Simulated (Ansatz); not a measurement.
Geometry relaxation of Si5C4 (part 1 of 3)

System: Si5C4 (slab, 9 atoms in the cell).
Method: DFT PBE, scalar-relativistic, plane waves, PAW, PAW set soft_1, spin-polarised (Ansatz 0.2.0).

The structure derives from an entry of the Crystallography Open Database. The input holds or restrains some coordinates. Figures and captions count atoms from 1; the log counts them from 0 in places.

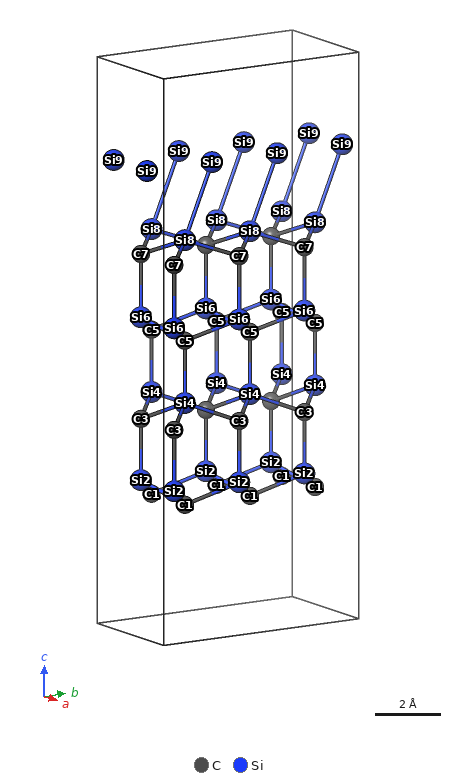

Figure 1. The structure as given in the input (ball-and-stick view of the 2 × 3 repeat of the cell, with the vacuum cut short, seen slightly off an axis; atoms are numbered from 1 in the order of the input). Near neighbours in the crystal (not all of them lie inside the picture): C has 3 Si at 1.89 Å; Si has 4 C at 1.88 to 1.97 Å; C has 4 Si at 1.87 to 1.97 Å; Si has 3 C at 1.87 Å and 1 Si at 2.55 Å; Si has 1 Si at 2.55 Å.

Input:
```yaml
crystal:
  lattice:
    - [3.0920147376, 0.0, 0.0]
    - [-1.5460073688, 2.6777633116, 0.0]
    - [0.0, 0.0, 23.7337369325]
  atoms:
    - { symbol: C, position: [0.3333333333, 0.6666666667, 0.1685364598] }
    - { symbol: Si, position: [0.6666666667, 0.3333333333, 0.1950726408] }
    - { symbol: C, position: [0.6666666667, 0.3333333333, 0.2754269373] }
    - { symbol: Si, position: [0.3333333333, 0.6666666667, 0.3019631184] }
    - { symbol: C, position: [0.3333333333, 0.6666666667, 0.3835939576] }
    - { symbol: Si, position: [0.6666666667, 0.3333333333, 0.4085742396] }
    - { symbol: C, position: [0.6666666667, 0.3333333333, 0.4915758428] }
    - { symbol: Si, position: [0.3333333333, 0.6666666667, 0.5154576781] }
    - { symbol: Si, position: [0.5, 1.0, 0.6162799521], spin: 2.0 }
basis:
  ecutwfc: 420
kpoints:
  mp_grid: { grid: [9, 9, 1] }
hamiltonian:
  xc: pbe
  pseudopotentials: { kind: paw, azcp: { folder: soft_1 } }
scf:
  occupations: { method: gaussian, width: 0.05 }
output:
  forces: true
  eigenvalues: true
  populations: true
magnetization:
  spin_polarized: true
relax:
  adjacent_minimum: "off"
  f_tol: 0.025
  max_steps: 16
  constraints: [{ sites: [0, 1, 2, 3, 4, 5, 6, 7] }, { sites: [8], fix: xy }]
efield:
  axis: 3
  dipole_correction: true
  ramp_width: 0.04
```

Command:
```bash
ansatz run input.yaml --threads 1 --pin off --max-ram 3072MiB --backend cpu --events-out ev --progress --plain --runs-dir out
```

What the program printed:
```
Engine: ansatz 0.2.0, x86_64-unknown-linux-gnu
Pseudopotentials: kind: paw
Pseudopotential: C, paw, valence charge 4, recommended cutoff 420 eV (normal), [file]
Pseudopotential: Si, paw, valence charge 4, recommended cutoff 420 eV (normal), [file]
Functional definition: PBE
  parameter kappa = 0.804
  parameter beta = 0.06672455060314922
  exchange = pbe_x(kappa = kappa, mu = beta*pi^2/3)
  correlation = pbe_c(beta = beta)
Crystal: 9 atoms, lattice volume = 196.508 Å³
Basis set: ecut = 420 eV, 3799 PW (Γ), exchange–correlation on 48×48×320 points (8 copies of the dense FFT grid, shifted against one another)
Bands: 28, of which v1, the nominal top of the filled ones, is band 18 counted from 1 (17 counted from 0)
Symmetry: 2 space group operations
k-points: 25 of 81 (time reversal used)
Non-local potential: C, projectors of the file, l = 0: 2, l = 1: 2, l = 2: 1
Non-local potential: Si, projectors of the file, l = 0: 2, l = 1: 2, l = 2: 1
PAW form: soft (Blöchl's): semilocal exchange-correlation on the pseudo side does not see the compensation charge
PAW one-centre angular grid: C, 110 points (default); XC on 64 Gauss nodes
PAW one-centre angular grid: Si, 110 points (default); XC on 64 Gauss nodes
Initial density: superposition of atomic densities (neutral atoms: chi_scale 0, normalization atom)
Starting moments: Σ|m| = 2 μB on 1 of 9 sites
Initial wavefunctions: pseudopotential atomic-orbital guess
Functional: x = pbe(κ = 0.804, μ = 0.2195149727645171), c = pbe(β = 0.06672455060314922)
SCF iter   1: F=—  HF=-4188.600044 eV  |F-HF|=—  |Δ(HF+E_count)|=         —  Δρ=5.49e-2 (↑5.49e-2 ↓5.08e-2)  dr2=7.70e1  dr2_m=3.27e-1  M=0.273 μB ∫|m|=0.366 μB  β_m=0.30  ethr=3.10e-3  p=-0.000 e·Å  D=-1.33e-7 V/Å  ΔV_dip=0.00 eV  dr2_dipole=4.96e1  V_vac-E_F(+/−)=7.31/7.31 eV  ⟨swp⟩=10.2  Hψ=10069  notcnv=0  defer=5
efield: sawtooth ramp at fractional position 0.8724 (placed from the atoms, in the widest stretch of the axis that holds none; the zero of the levels goes with the place), width 0.0400; the density the first Hamiltonian is built on has a dipole p = -0.000 e·Å; the dipole correction subtracts the counter field D = -1.33e-7 V/Å, which shifts the + side's vacuum level by +0.00 eV against the − side's; the planar-averaged density in the ramp window peaks in size at 3.6e-6 e/Å³
preconditioner: auto → LDOS  [metal: Δε(μ)=0.014 eV  Ē_g=11.738 eV  σ=0.050 eV  W_gap=0.15  n_scr=14 (ndim 8)  ℏωp=15.9 eV  f_vac=0.388  D(μ)=2.98/eV (n_scr^D=12)]
spin=Collinear: LDOS preconditioning applied to the charge; magnetization (m = ρ↑ − ρ↓) channel mixes plain (no charge-response kernel on spin).
SCF iter   2: F=—  HF=-4237.532724 eV  |F-HF|=—  |Δ(HF+E_count)|=    4.89e1  Δρ=8.18e-2 (↑7.77e-2 ↓8.18e-2)  dr2=1.96e3  dr2_m=1.07e-1  M=0.530 μB ∫|m|=0.627 μB  β_m=0.30  ethr=3.10e-3  p=0.850 e·Å  D=7.83e-1 V/Å  ΔV_dip=-18.59 eV  dr2_dipole=1.43e3  V_vac-E_F(+/−)=2.13/20.72 eV  ⟨swp⟩=9.3  Hψ=5886  notcnv=0  defer=204  κ⁻¹=1.0e0(r=1)
SCF iter   3: F=—  HF=-4182.966179 eV  |F-HF|=—  |Δ(HF+E_count)|=    5.46e1  Δρ=3.21e-2 (↑3.21e-2 ↓3.04e-2)  dr2=1.97e1  dr2_m=5.27e-2  M=0.433 μB ∫|m|=0.463 μB  β_m=0.30  ethr=3.10e-3  p=0.094 e·Å  D=8.63e-2 V/Å  ΔV_dip=-2.05 eV  dr2_dipole=7.79e0  V_vac-E_F(+/−)=6.66/8.71 eV  ⟨swp⟩=5.2  Hψ=4802  notcnv=0  defer=194  κ⁻¹=2.7e-4(r=2)
SCF iter   4: F=—  HF=-4181.894161 eV  |F-HF|=—  |Δ(HF+E_count)|=    1.07e0  Δρ=2.48e-2 (↑2.20e-2 ↓2.48e-2)  dr2=7.04e1  dr2_m=6.46e-2  M=0.026 μB ∫|m|=0.188 μB  β_m=0.30  ethr=3.10e-3  p=0.169 e·Å  D=1.56e-1 V/Å  ΔV_dip=-3.69 eV  dr2_dipole=5.88e1  V_vac-E_F(+/−)=4.49/8.19 eV  ⟨swp⟩=3.9  Hψ=3577  notcnv=0  defer=205  κ⁻¹=6.1e-5(r=3)
SCF iter   5: F=—  HF=-4180.835281 eV  |F-HF|=—  |Δ(HF+E_count)|=    1.06e0  Δρ=1.62e-2 (↑1.62e-2 ↓1.26e-2)  dr2=3.75e1  dr2_m=3.28e-2  M=0.016 μB ∫|m|=0.131 μB  β_m=0.30  ethr=3.10e-3  p=0.024 e·Å  D=2.21e-2 V/Å  ΔV_dip=-0.53 eV  dr2_dipole=3.37e1  V_vac-E_F(+/−)=6.45/6.98 eV  ⟨swp⟩=4.2  Hψ=2784  notcnv=0  defer=198  κ⁻¹=4.1e-5(r=4)
SCF iter   6: F=—  HF=-4181.454900 eV  |F-HF|=—  |Δ(HF+E_count)|=   6.20e-1  Δρ=1.60e-2 (↑1.60e-2 ↓1.30e-2)  dr2=4.60e1  dr2_m=1.69e-2  M=0.048 μB ∫|m|=0.085 μB  β_m=0.30  ethr=3.10e-3  p=-0.023 e·Å  D=-2.14e-2 V/Å  ΔV_dip=0.51 eV  dr2_dipole=4.26e1  V_vac-E_F(+/−)=6.22/5.71 eV  ⟨swp⟩=3.4  Hψ=2184  notcnv=0  defer=183  κ⁻¹=5.9e-6(r=5)
SCF iter   7: F=—  HF=-4181.359928 eV  |F-HF|=—  |Δ(HF+E_count)|=   9.50e-2  Δρ=1.47e-2 (↑1.47e-2 ↓1.26e-2)  dr2=4.46e1  dr2_m=9.03e-3  M=0.046 μB ∫|m|=0.068 μB  β_m=0.30  ethr=3.10e-3  p=-0.020 e·Å  D=-1.80e-2 V/Å  ΔV_dip=0.43 eV  dr2_dipole=4.11e1  V_vac-E_F(+/−)=5.88/5.45 eV  ⟨swp⟩=2.6  Hψ=1929  notcnv=0  defer=174  κ⁻¹=7.3e-7(r=6)
SCF iter   8: F=—  HF=-4180.746456 eV  |F-HF|=—  |Δ(HF+E_count)|=   6.13e-1  Δρ=1.32e-2 (↑1.32e-2 ↓1.15e-2)  dr2=4.00e1  dr2_m=5.15e-3  M=0.033 μB ∫|m|=0.053 μB  β_m=0.35  ethr=3.10e-3  p=0.014 e·Å  D=1.25e-2 V/Å  ΔV_dip=-0.30 eV  dr2_dipole=3.67e1  V_vac-E_F(+/−)=5.79/6.09 eV  ⟨swp⟩=2.4  Hψ=1408  notcnv=0  defer=171
Mixer restart at iter 8: flushing history
spin-set hold released at iteration 8 (site moments contracting): the magnetisation degrees of freedom join the quasi-Newton model from the next iteration; the mixer history was flushed
SCF iter   9: F=—  HF=-4180.075307 eV  |F-HF|=—  |Δ(HF+E_count)|=   6.71e-1  Δρ=2.85e-3 (↑2.85e-3 ↓2.82e-3)  dr2=9.01e-2  dr2_m=1.37e-3  M=0.065 μB ∫|m|=0.097 μB  β_m=0.30  ethr=3.10e-3  p=0.058 e·Å  D=5.36e-2 V/Å  ΔV_dip=-1.27 eV  dr2_dipole=4.57e-2  V_vac-E_F(+/−)=5.12/6.39 eV  ⟨swp⟩=3.1  Hψ=2043  notcnv=0  defer=201
density mixer auto → msr1: a metal under ldos (density of states about μ 0.99 of a free-electron gas's, 14 screened modes)
SCF iter  10: F=—  HF=-4180.074714 eV  |F-HF|=—  |Δ(HF+E_count)|=   5.93e-4  Δρ=2.25e-3 (↑2.25e-3 ↓1.88e-3)  dr2=2.41e-2  dr2_m=1.01e-3  M=0.041 μB ∫|m|=0.109 μB  β_m=0.62  ethr=2.50e-4  p=0.057 e·Å  D=5.28e-2 V/Å  ΔV_dip=-1.25 eV  dr2_dipole=5.34e-5  V_vac-E_F(+/−)=5.14/6.40 eV  ⟨swp⟩=2.5  Hψ=1930  notcnv=0  defer=186
SCF iter  11: F=—  HF=-4180.081887 eV  |F-HF|=—  |Δ(HF+E_count)|=   7.17e-3  Δρ=3.52e-3 (↑3.52e-3 ↓1.47e-3)  dr2=5.70e-2  dr2_m=1.01e-2  M=-0.197 μB ∫|m|=0.284 μB  β_m=0.69  ethr=6.71e-5  p=0.062 e·Å  D=5.67e-2 V/Å  ΔV_dip=-1.35 eV  dr2_dipole=4.12e-2  V_vac-E_F(+/−)=5.11/6.45 eV  ⟨swp⟩=2.7  Hψ=2111  notcnv=0  defer=186  recentre
SCF iter  12: F=—  HF=-4180.104635 eV  |F-HF|=—  |Δ(HF+E_count)|=   2.27e-2  Δρ=6.63e-3 (↑6.63e-3 ↓5.34e-3)  dr2=1.82e-2  dr2_m=6.37e-2  M=-0.569 μB ∫|m|=0.678 μB  β_m=0.16  ethr=6.71e-5  p=0.061 e·Å  D=5.58e-2 V/Å  ΔV_dip=-1.32 eV  dr2_dipole=1.25e-2  V_vac-E_F(+/−)=5.13/6.45 eV  ⟨swp⟩=1.8  Hψ=1341  notcnv=0  defer=186
SCF iter  13: F=-4179.918506 eV  HF=-4180.163328 eV  |F-HF|=2.45e-1  |Δ(HF+E_count)|=   5.87e-2  Δρ=8.82e-3 (↑8.82e-3 ↓7.17e-3)  dr2=2.05e-1  dr2_m=1.14e-1  M=-0.878 μB ∫|m|=0.959 μB  β_m=0.27  ethr=5.05e-5  p=0.061 e·Å  D=5.59e-2 V/Å  ΔV_dip=-1.33 eV  dr2_dipole=1.88e-1  V_vac-E_F(+/−)=5.12/6.44 eV  ⟨swp⟩=2.0  Hψ=1903  notcnv=0  defer=186  recentre
SCF iter  14: F=-4180.192130 eV  HF=-4180.160579 eV  |F-HF|=3.16e-2  |Δ(HF+E_count)|=   2.75e-3  Δρ=8.29e-3 (↑8.29e-3 ↓7.08e-3)  dr2=5.56e-2  dr2_m=1.06e-1  M=-0.831 μB ∫|m|=0.941 μB  β_m=0.33  ethr=5.05e-5  p=0.058 e·Å  D=5.32e-2 V/Å  ΔV_dip=-1.26 eV  dr2_dipole=4.86e-2  V_vac-E_F(+/−)=5.14/6.40 eV  ⟨swp⟩=1.2  Hψ=1445  notcnv=0  defer=182
SCF iter  15: F=-4180.071936 eV  HF=-4180.259224 eV  |F-HF|=1.87e-1  |Δ(HF+E_count)|=   9.86e-2  Δρ=6.87e-3 (↑6.87e-3 ↓4.89e-3)  dr2=1.42e-1  dr2_m=6.15e-2  M=-0.914 μB ∫|m|=1.046 μB  β_m=0.09  ethr=5.05e-5  p=0.052 e·Å  D=4.77e-2 V/Å  ΔV_dip=-1.13 eV  dr2_dipole=1.32e-1  V_vac-E_F(+/−)=5.15/6.28 eV  ⟨swp⟩=2.4  Hψ=2262  notcnv=0  defer=182  recentre
SCF iter  16: F=-4180.194651 eV  HF=-4180.200176 eV  |F-HF|=5.53e-3  |Δ(HF+E_count)|=   5.90e-2  Δρ=7.71e-3 (↑7.71e-3 ↓6.43e-3)  dr2=6.61e-2  dr2_m=8.91e-2  M=-0.862 μB ∫|m|=0.990 μB  β_m=0.50  ethr=5.05e-5  p=0.052 e·Å  D=4.81e-2 V/Å  ΔV_dip=-1.14 eV  dr2_dipole=5.65e-2  V_vac-E_F(+/−)=5.15/6.29 eV  ⟨swp⟩=2.1  Hψ=2266  notcnv=0  defer=180
SCF iter  17: F=-4179.995248 eV  HF=-4180.342276 eV  |F-HF|=3.47e-1  |Δ(HF+E_count)|=   1.42e-1  Δρ=3.27e-3 (↑3.27e-3 ↓1.40e-3)  dr2=1.92e-1  dr2_m=9.09e-3  M=-0.925 μB ∫|m|=1.097 μB  β_m=0.58  ethr=5.05e-5  p=0.041 e·Å  D=3.81e-2 V/Å  ΔV_dip=-0.90 eV  dr2_dipole=1.75e-1  V_vac-E_F(+/−)=5.16/6.07 eV  ⟨swp⟩=3.5  Hψ=2769  notcnv=0  defer=180  recentre
SCF iter  18: F=-4179.998531 eV  HF=-4180.285607 eV  |F-HF|=2.87e-1  |Δ(HF+E_count)|=   5.67e-2  Δρ=6.16e-3 (↑6.16e-3 ↓4.69e-3)  dr2=1.92e-1  dr2_m=5.11e-2  M=-0.926 μB ∫|m|=1.051 μB  β_m=0.58  ethr=5.05e-5  p=0.055 e·Å  D=5.08e-2 V/Å  ΔV_dip=-1.21 eV  dr2_dipole=1.67e-1  V_vac-E_F(+/−)=5.14/6.35 eV  ⟨swp⟩=2.9  Hψ=2845  notcnv=0  defer=181  recentre
SCF iter  19: F=-4180.179306 eV  HF=-4180.333190 eV  |F-HF|=1.54e-1  |Δ(HF+E_count)|=   4.76e-2  Δρ=2.83e-3 (↑2.83e-3 ↓2.13e-3)  dr2=9.44e-2  dr2_m=1.05e-2  M=-0.898 μB ∫|m|=1.096 μB  β_m=0.71  ethr=5.05e-5  p=0.032 e·Å  D=2.94e-2 V/Å  ΔV_dip=-0.70 eV  dr2_dipole=7.71e-2  V_vac-E_F(+/−)=5.18/5.88 eV  ⟨swp⟩=3.3  Hψ=2588  notcnv=0  defer=188
SCF iter  20: F=-4179.816775 eV  HF=-4180.351355 eV  |F-HF|=5.35e-1  |Δ(HF+E_count)|=   1.82e-2  Δρ=1.36e-3 (↑1.36e-3 ↓1.18e-3)  dr2=2.97e-1  dr2_m=9.26e-4  M=-0.725 μB ∫|m|=1.057 μB  β_m=0.71  ethr=5.05e-5  p=0.023 e·Å  D=2.15e-2 V/Å  ΔV_dip=-0.51 eV  dr2_dipole=2.43e-1  V_vac-E_F(+/−)=5.25/5.76 eV  ⟨swp⟩=4.0  Hψ=2992  notcnv=0  defer=188  recentre
SCF iter  21: F=-4180.319918 eV  HF=-4180.346057 eV  |F-HF|=2.61e-2  |Δ(HF+E_count)|=   5.30e-3  Δρ=6.64e-4 (↑6.64e-4 ↓3.92e-4)  dr2=1.43e-2  dr2_m=4.01e-4  M=-0.861 μB ∫|m|=1.109 μB  β_m=0.86  ethr=5.05e-5  p=0.025 e·Å  D=2.30e-2 V/Å  ΔV_dip=-0.55 eV  dr2_dipole=1.30e-2  V_vac-E_F(+/−)=5.19/5.73 eV  ⟨swp⟩=2.8  Hψ=2555  notcnv=0  defer=186
SCF iter  22: F=-4180.344040 eV  HF=-4180.346436 eV  |F-HF|=2.40e-3  |Δ(HF+E_count)|=   3.79e-4  Δρ=2.05e-4 (↑2.05e-4 ↓1.89e-4)  dr2=1.80e-3  dr2_m=3.64e-5  M=-0.845 μB ∫|m|=1.107 μB  β_m=0.74  ethr=3.97e-5  p=0.020 e·Å  D=1.88e-2 V/Å  ΔV_dip=-0.45 eV  dr2_dipole=7.46e-4  V_vac-E_F(+/−)=5.19/5.64 eV  ⟨swp⟩=1.4  Hψ=1339  notcnv=0  defer=187
SCF iter  23: F=-4180.346127 eV  HF=-4180.346310 eV  |F-HF|=1.83e-4  |Δ(HF+E_count)|=   1.26e-4  Δρ=8.53e-5 (↑8.53e-5 ↓7.28e-5)  dr2=1.07e-4  dr2_m=9.06e-6  M=-0.842 μB ∫|m|=1.105 μB  β_m=0.72  ethr=4.99e-6  p=0.021 e·Å  D=1.92e-2 V/Å  ΔV_dip=-0.46 eV  dr2_dipole=9.45e-5  V_vac-E_F(+/−)=5.19/5.64 eV  ⟨swp⟩=2.1  Hψ=2013  notcnv=0  defer=186
SCF iter  24: F=-4180.346235 eV  HF=-4180.346316 eV  |F-HF|=8.10e-5  |Δ(HF+E_count)|=   6.30e-6  Δρ=2.66e-5 (↑2.66e-5 ↓2.44e-5)  dr2=4.61e-5  dr2_m=6.76e-7  M=-0.841 μB ∫|m|=1.106 μB  β_m=0.77  ethr=2.98e-7  p=0.021 e·Å  D=1.90e-2 V/Å  ΔV_dip=-0.45 eV  dr2_dipole=3.79e-5  V_vac-E_F(+/−)=5.19/5.64 eV  ⟨swp⟩=2.1  Hψ=1834  notcnv=0  defer=186
SCF iter  25: F=-4180.346310 eV  HF=-4180.346317 eV  |F-HF|=6.96e-6  |Δ(HF+E_count)|=   5.33e-7  Δρ=1.11e-5 (↑1.01e-5 ↓1.11e-5)  dr2=4.41e-6  dr2_m=1.16e-7  M=-0.840 μB ∫|m|=1.105 μB  ethr=4.34e-8  p=0.021 e·Å  D=1.90e-2 V/Å  ΔV_dip=-0.45 eV  dr2_dipole=3.12e-6  V_vac-E_F(+/−)=5.19/5.64 eV  ⟨swp⟩=17.9  Hψ=10582  notcnv=0
at 4 of the mixer's solves, the last at iteration 16, it left a direction of its history that read negative out of its fit and stepped the other way along it
SCF 1 converged in 25 iterations: F = -4180.346310 eV  dr2 = 4.41e-6
  greatest PAW one-centre occupation: 0.707 electrons in one spin orbital (limit 2), on the Si atom at site 8 (counted from 0), in its partial waves of l = 0
relax step   1: F+E_penalty+E_count = -4180.34630990 eV  Δ(F+E_penalty+E_count) = +0.000e0 eV  max|allowed force component| = 1.739e-1 eV/Å  Δτ_max = 0.0000 Å  (25 SCF iters, dr2 threshold 1.56e-5 eV, accepted)
Initial density: handed on by an earlier stage of this run
Starting moments: Σ|m| = 2 μB on 1 of 9 sites; this step starts from the density that it was given
Initial wavefunctions: those handed on with the density
iter 1 solved again at ethr=5.07e-6 eV; its pass at ethr=3.10e-3 eV (dr2=1.82e-3 eV) is discarded
```
